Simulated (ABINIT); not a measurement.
## Optical-spectrum calculation, with input and output: PbO (part 2 of 2)

PbO (P4/nmm, 4 atoms in the cell); Kohn-Sham DFT of a periodic cell, LDA, PseudoDojo NC SR LDA v0.4.1 standard, no spin polarisation (ABINIT 10.8.3); cutoff 952.4 eV, 8×8×8 k-mesh, fixed occupations. The structure derives from an entry of the Crystallography Open Database.

Log, continued:
```
 Mean square residual over all n,k,spin=   60.742E-17; max=  34.339E-14
 reduced coordinates (array xred) for    4 atoms
       0.500000000000      0.000000000000      0.760000000000
       0.000000000000      0.500000000000      0.240000000000
       0.500000000000      0.500000000000      0.000000000000
       0.000000000000      0.000000000000      0.000000000000
 rms dE/dt=  4.1438E-02; max dE/dt=  1.0150E-01; dE/dt below (all hartree)
    1      -0.000000000000      0.000000000000     -0.101500825485
    2       0.000000000000      0.000000000000      0.101500825485
    3       0.000000000000      0.000000000000      0.000000000000
    4       0.000000000000      0.000000000000      0.000000000000

 cartesian coordinates (angstrom) at end:
    1      1.99499999865799     0.00000000000000     3.80759999742689
    2      0.00000000000000     1.99499999865799     1.20239999918744
    3      1.99499999865799     1.99499999865799     0.00000000000000
    4      0.00000000000000     0.00000000000000     0.00000000000000

 cartesian forces (hartree/bohr) at end:
    1      0.00000000000000    -0.00000000000000     0.01072094286114
    2     -0.00000000000000    -0.00000000000000    -0.01072094286114
    3     -0.00000000000000    -0.00000000000000    -0.00000000000000
    4     -0.00000000000000    -0.00000000000000    -0.00000000000000
 frms,max,avg= 4.3768066E-03 1.0720943E-02   0.000E+00  0.000E+00  0.000E+00 h/b

 cartesian forces (eV/Angstrom) at end:
    1      0.00000000000000    -0.00000000000000     0.55129304758899
    2     -0.00000000000000    -0.00000000000000    -0.55129304758899
    3     -0.00000000000000    -0.00000000000000    -0.00000000000000
    4     -0.00000000000000    -0.00000000000000    -0.00000000000000
 frms,max,avg= 2.2506444E-01 5.5129305E-01   0.000E+00  0.000E+00  0.000E+00 e/A
 length scales=  7.540007237300  7.540007237300  9.467527884400 bohr
              =  3.989999997316  3.989999997316  5.009999996614 angstroms
 Fermi (or HOMO) energy (hartree) =   0.11984   Average Vxc (hartree)=  -0.38873
 Eigenvalues (hartree) for nkpt=  40  k points:
 kpt#   1, nband= 20, wtk=  0.01563, kpt=  0.0625  0.0625  0.0625 (reduced coord)
  -0.53850   -0.52142   -0.46263   -0.46236   -0.46012   -0.45937   -0.45654   -0.45481
  -0.45430   -0.45331   -0.45290   -0.40024   -0.15195   -0.11916   -0.03283   -0.02898
   0.05552    0.05665    0.06763    0.11984
 prteigrs : prtvol=0 or 1, do not print more k-points.

--- !EnergyTerms
iteration_state     : {dtset: 1, }
comment             : Components of total free energy in Hartree
kinetic             :  9.11372580395674E+01
hartree             :  4.04284294848739E+01
xc                  : -4.77198537715818E+01
Ewald energy        : -1.13569001609615E+02
psp_core            :  7.49352990104546E+00
local_psp           : -1.17396046704389E+02
non_local_psp       : -3.39085777337221E+01
total_energy        : -1.73534262393821E+02
total_energy_eV     : -4.72210784090968E+03
band_energy         : -1.13164270672760E+01
...

 Cartesian components of stress tensor (hartree/bohr^3)
  sigma(1 1)=  1.33561924E-04  sigma(3 2)=  0.00000000E+00
  sigma(2 2)=  1.33561924E-04  sigma(3 1)=  0.00000000E+00
  sigma(3 3)=  1.35380786E-04  sigma(2 1)=  0.00000000E+00

-Cartesian components of stress tensor (GPa)         [Pressure= -3.9474E+00 GPa]
- sigma(1 1)=  3.92952747E+00  sigma(3 2)=  0.00000000E+00
- sigma(2 2)=  3.92952747E+00  sigma(3 1)=  0.00000000E+00
- sigma(3 3)=  3.98304024E+00  sigma(2 1)=  0.00000000E+00

================================================================================
== DATASET  2 ==================================================================

--- !DatasetInfo
iteration_state: {dtset: 2, }
dimensions: {natom: 4, nkpt: 40, mband: 30, nsppol: 1, nspinor: 1, nspden: 1, mpw: 5343, }
cutoff_energies: {ecut:  35.0, pawecutdg:  -1.0, }
electrons: {nelect:   4.00000000E+01, charge:   0.00000000E+00, occopt:   1.00000000E+00, tsmear:   1.00000000E-02, }
meta: {optdriver: 0, ionmov: 0, optcell: 0, iscf: -2, paral_kgb: 0, }
...

 mkfilename : getden/=0, take file _DEN from output of DATASET   1.

 Exchange-correlation functional for the present dataset will be:
  LDA: Perdew-Wang 92 LSD fit to Ceperley-Alder data - ixc=7
  J.P.Perdew and Y.Wang, PRB 45, 13244 (1992)

 Real(R)+Recip(G) space primitive vectors, cartesian coordinates (Bohr,Bohr^-1):
 R(1)=  7.5400072  0.0000000  0.0000000  G(1)=  0.1326259  0.0000000  0.0000000
 R(2)=  0.0000000  7.5400072  0.0000000  G(2)=  0.0000000  0.1326259  0.0000000
 R(3)=  0.0000000  0.0000000  9.4675279  G(3)=  0.0000000  0.0000000  0.1056242
 Unit cell volume ucvol=  5.3824514E+02 bohr^3
 Angles (23,13,12)=  9.00000000E+01  9.00000000E+01  9.00000000E+01 degrees

 getcut: wavevector=  0.0000  0.0000  0.0000  ngfft=  45  45  54
         ecut(hartree)=     35.000   => boxcut(ratio)=   2.14170
--------------------------------------------------------------------------------

================================================================================
 Non-SCF case, kpt    1 (  0.06250  0.06250  0.06250), residuals and eigenvalues=
  2.46E-13  6.23E-13  1.77E-13  3.15E-13  5.26E-13  4.18E-13  6.15E-13  5.21E-13
  9.38E-13  3.34E-13  9.17E-13  4.58E-13  5.66E-13  7.54E-13  5.13E-13  9.54E-13
  3.89E-13  3.01E-13  3.47E-13  4.43E-13  1.07E-13  3.45E-13  6.65E-13  8.85E-13
  4.55E-13  7.65E-13  3.93E-13  6.30E-13  9.76E-12  1.31E-05
 -5.3850E-01 -5.2142E-01 -4.6263E-01 -4.6236E-01 -4.6012E-01 -4.5937E-01
 -4.5654E-01 -4.5481E-01 -4.5430E-01 -4.5331E-01 -4.5290E-01 -4.0024E-01
 -1.5195E-01 -1.1916E-01 -3.2827E-02 -2.8981E-02  5.5518E-02  5.6647E-02
  6.7632E-02  1.1984E-01  2.1342E-01  3.0007E-01  3.0606E-01  3.3501E-01
  3.5553E-01  3.6602E-01  4.0156E-01  4.3337E-01  5.1204E-01  6.0606E-01
 prteigrs : prtvol=0 or 1, do not print more k-points.

--- !ResultsGS
iteration_state: {dtset: 2, }
comment   : Summary of ground state results
lattice_vectors:
- [  7.5400072,   0.0000000,   0.0000000, ]
- [  0.0000000,   7.5400072,   0.0000000, ]
- [  0.0000000,   0.0000000,   9.4675279, ]
lattice_lengths: [   7.54001,    7.54001,    9.46753, ]
lattice_angles: [ 90.000,  90.000,  90.000, ] # degrees, (23, 13, 12)
lattice_volume:   5.3824514E+02
convergence: {deltae:  0.000E+00, res2:  0.000E+00, residm:  9.986E-13, diffor:  0.000E+00, }
etotal    :  -1.73534262E+02
entropy   :   0.00000000E+00
fermie    :   1.19842093E-01
cartesian_stress_tensor: null
pressure_GPa: null
xred      :
- [  5.0000E-01,   0.0000E+00,   7.6000E-01, Pb]
- [  0.0000E+00,   5.0000E-01,   2.4000E-01, Pb]
- [  5.0000E-01,   5.0000E-01,   0.0000E+00,  O]
- [  0.0000E+00,   0.0000E+00,   0.0000E+00,  O]
cartesian_forces: null
force_length_stats: {min: null, max: null, mean: null, }
...

 Integrated electronic density in atomic spheres:
 ------------------------------------------------
 Atom  Sphere_radius  Integrated_density
    1        2.00000         10.04083683
    2        2.00000         10.04083683
    3        2.00000          6.08926761
    4        2.00000          6.07705432
================================================================================

 ----iterations are completed or convergence reached----

 Mean square residual over all n,k,spin=   52.018E-14; max=  99.864E-14
 reduced coordinates (array xred) for    4 atoms
       0.500000000000      0.000000000000      0.760000000000
       0.000000000000      0.500000000000      0.240000000000
       0.500000000000      0.500000000000      0.000000000000
       0.000000000000      0.000000000000      0.000000000000

 cartesian coordinates (angstrom) at end:
    1      1.99499999865799     0.00000000000000     3.80759999742689
    2      0.00000000000000     1.99499999865799     1.20239999918744
    3      1.99499999865799     1.99499999865799     0.00000000000000
    4      0.00000000000000     0.00000000000000     0.00000000000000
 length scales=  7.540007237300  7.540007237300  9.467527884400 bohr
              =  3.989999997316  3.989999997316  5.009999996614 angstroms
 Eigenvalues (hartree) for nkpt=  40  k points:
 kpt#   1, nband= 30, wtk=  0.01563, kpt=  0.0625  0.0625  0.0625 (reduced coord)
  -0.53850   -0.52142   -0.46263   -0.46236   -0.46012   -0.45937   -0.45654   -0.45481
  -0.45430   -0.45331   -0.45290   -0.40024   -0.15195   -0.11916   -0.03283   -0.02898
   0.05552    0.05665    0.06763    0.11984    0.21342    0.30007    0.30606    0.33501
   0.35553    0.36602    0.40156    0.43337    0.51204    0.60606
 prteigrs : prtvol=0 or 1, do not print more k-points.

================================================================================
== DATASET  3 ==================================================================

--- !DatasetInfo
iteration_state: {dtset: 3, }
dimensions: {natom: 4, nkpt: 40, mband: 26, nsppol: 1, nspinor: 1, nspden: 1, mpw: 5343, }
cutoff_energies: {ecut:  35.0, pawecutdg:  -1.0, }
electrons: {nelect:   4.00000000E+01, charge:   0.00000000E+00, occopt:   1.00000000E+00, tsmear:   1.00000000E-02, }
meta: {optdriver: 8, wfk_task: 7, }
...

 mkfilename : getwfk/=0, take file _WFK from output of DATASET   2.

 Exchange-correlation functional for the present dataset will be:
  LDA: Perdew-Wang 92 LSD fit to Ceperley-Alder data - ixc=7
  J.P.Perdew and Y.Wang, PRB 45, 13244 (1992)

--------------------------------------------------------------------------------

 Computation of velocity matrix elements (DDK)

 Parameters extracted from the Abinit header:
    ecut:     35.0
    nkpt:    512
    mband:   30
    nsppol:  1
    nspinor: 1
    useylm:  0
    inclvkb: 2
    bmin: 1, bmax: 30
    Computing diagonal and off-diagonal matrix elements
    Between band index bmin: 1, bmax: 30

== END DATASET(S) ==============================================================
================================================================================

 -outvars: echo values of variables after computation  --------
            acell      7.5400072373E+00  7.5400072373E+00  9.4675278844E+00 Bohr
           etotal1    -1.7353426239E+02
           etotal3     0.0000000000E+00
            fcart1     1.1770128203E-31 -0.0000000000E+00  1.0720942861E-02
                      -3.9233760678E-32 -0.0000000000E+00 -1.0720942861E-02
                      -3.9233760678E-32 -0.0000000000E+00 -0.0000000000E+00
                      -3.9233760678E-32 -0.0000000000E+00 -0.0000000000E+00
            fcart3     0.0000000000E+00  0.0000000000E+00  0.0000000000E+00
                       0.0000000000E+00  0.0000000000E+00  0.0000000000E+00
                       0.0000000000E+00  0.0000000000E+00  0.0000000000E+00
                       0.0000000000E+00  0.0000000000E+00  0.0000000000E+00
           strten1     1.3356192406E-04  1.3356192406E-04  1.3538078604E-04
                       0.0000000000E+00  0.0000000000E+00  0.0000000000E+00
           strten3     0.0000000000E+00  0.0000000000E+00  0.0000000000E+00
                       0.0000000000E+00  0.0000000000E+00  0.0000000000E+00
           xangst      1.9949999987E+00  0.0000000000E+00  3.8075999974E+00
                       0.0000000000E+00  1.9949999987E+00  1.2023999992E+00
                       1.9949999987E+00  1.9949999987E+00  0.0000000000E+00
                       0.0000000000E+00  0.0000000000E+00  0.0000000000E+00
             xred      5.0000000000E-01  0.0000000000E+00  7.6000000000E-01
                       0.0000000000E+00  5.0000000000E-01  2.4000000000E-01
                       5.0000000000E-01  5.0000000000E-01  0.0000000000E+00
                       0.0000000000E+00  0.0000000000E+00  0.0000000000E+00
 Calculation completed.
```

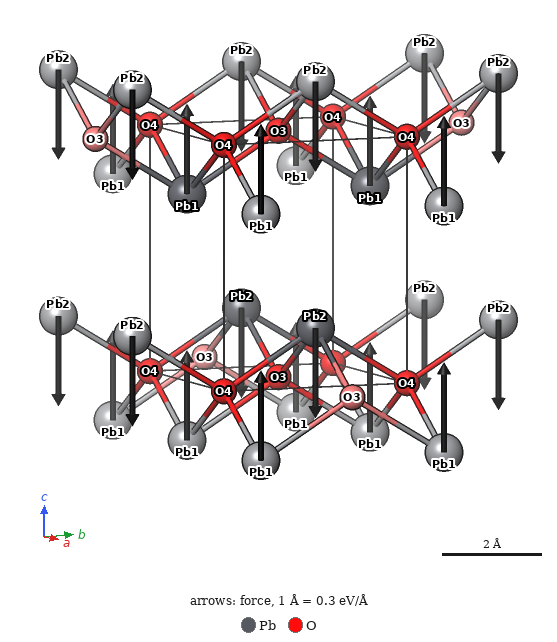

Figure 1. Forces on the atoms as black arrows (ball-and-stick view of the cell of the calculation, seen slightly off an axis; neighbours outside the cell are drawn fainter; atoms are numbered from 1 in the order of the input). The largest act on Pb1, Pb2 (0.55 eV/Å). The geometry is not a stationary point of this energy.

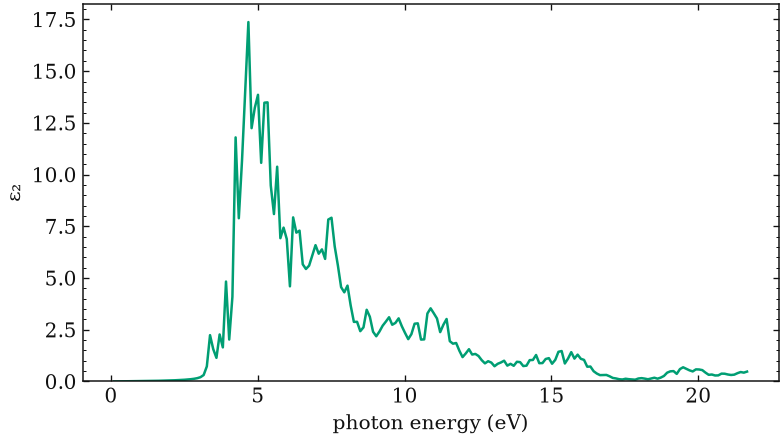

Figure 2. Imaginary part of the dielectric function (first component that the program prints). The highest peak, 17.4, lies at 4.68 eV.

This output came from the following input.

The input:
```
# Datasets
ndtset 3

# Pseudopotentials
pp_dirpath "./"
pseudos "Pb.upf, O.upf"

# Structure
acell 7.5400072373 7.5400072373 9.4675278844
rprim
     1.0000000000     0.0000000000     0.0000000000
     0.0000000000     1.0000000000     0.0000000000
     0.0000000000     0.0000000000     1.0000000000
ntypat 2
znucl 82 8
natom 4
typat 1 1 2 2
xred
            1/2            0.0   0.7600000000
            0.0            1/2   0.2400000000
            1/2            1/2            0.0
            0.0            0.0            0.0

# Plane-wave basis
ecut 35.0

# k points
ngkpt 8 8 8
nshiftk 1
shiftk 0.5 0.5 0.5
istwfk *1

# Exchange and correlation
ixc 7

# Bands and occupations
occopt 1

# SCF cycle
nstep 80
diemac 6.0

# Output
iomode 3
prteig 0
prtebands 0

# Dataset 1: ground state
nband1 20
tolvrs1 1.0e-12
prtden1 1
prtwf1 0
kptopt1 1

# Dataset 2: empty bands at fixed density
iscf2 -2
getden2 1
nband2 30
nbdbuf2 4
tolwfr2 1.0e-12
nstep2 120
prtden2 0
kptopt2 1

# Dataset 3: wave functions and velocity matrix elements in the full zone
optdriver3 8
wfk_task3 "wfk_optics_fullbz"
getwfk3 2
nband3 26
kptopt3 1
prtevk3 1
inclvkb3 2
```

File optic.abi:
```
&FILES
 ddkfile_1 = 'runo_DS3_1_EVK.nc',
 ddkfile_2 = 'runo_DS3_2_EVK.nc',
 ddkfile_3 = 'runo_DS3_3_EVK.nc',
 wfkfile = 'runo_DS3_WFK.nc'
/
&PARAMETERS
 broadening = 0.001837,
 domega = 0.002,
 maxomega = 0.8,
 scissor = 0.036749,
 tolerance = 0.002
/
&COMPUTATIONS
 num_lin_comp = 2,
 lin_comp = 11,33,
 num_nonlin_comp = 0
/
```

Command:
```bash
abinit run.abi > log 2>&1
optic optic.abi > optic.log 2>&1
```

Results in brief:

```csv
quantity,value
outcome,converged
space group (tolerance 0.01 Å),P4/nmm (129)
electrons treated,40
free energy,−4722.1078 eV
Fermi energy,3.261 eV
pressure,−3.95 GPa
largest force (length of the vector),0.551 eV/Å
hardware,"1 thread of Arm Neoverse V2, 112 GiB of memory available, shared host"
wall time,6.8 min
peak memory,1.4 GiB
```

Notes:

Further notes kept with the run: FFT mesh is not compatible with symmetries. Wavefunction symmetrization might be affected by large errors!. Points of doubt noted for this run: cutoff too low for stress. Spin–orbit coupling is left out, which matters for Pb.
